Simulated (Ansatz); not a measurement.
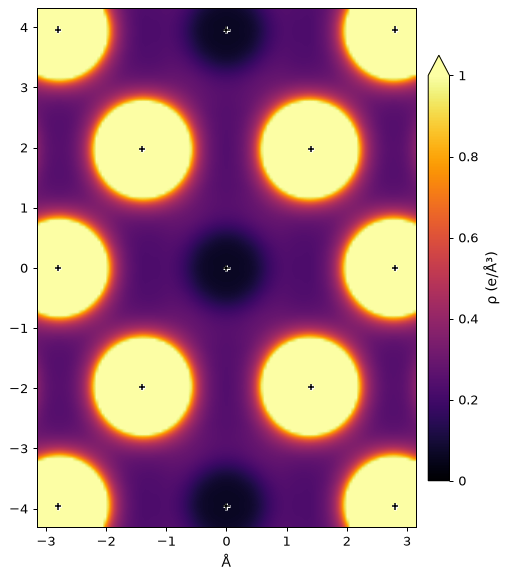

The valence charge density (pseudo) on a plane through atoms (crosses mark nuclei in the plane).

Method: Ansatz 0.2.0, DFT PBEsol, scalar-relativistic, plane waves, PAW.

Candidates:
A. Ta$_{2}$Si, a = 6.14 Å, b = 6.14 Å, c = 5.04 Å, α = 90.00°, β = 90.00°, γ = 90.00°. Space group I4/mcm; a structure from a database of computed crystals, not necessarily the ambient phase.
B. AlNi$_{3}$, a = 5.60 Å, b = 5.60 Å, c = 5.60 Å, α = 90.00°, β = 90.00°, γ = 90.00°. Space group Fm-3m; a structure from a database of computed crystals, not necessarily the ambient phase; computed without spin polarisation.

**Which system is this?**

Candidate B: AlNi$_{3}$ on the (101) plane of the conventional cell, which holds Al and Ni. Al–Ni (2.43 Å): the density is about 0.32 e/Å³ at the midpoint. Ni–Ni (2.43 Å): ρ at the midpoint is about 0.36 e/Å³.
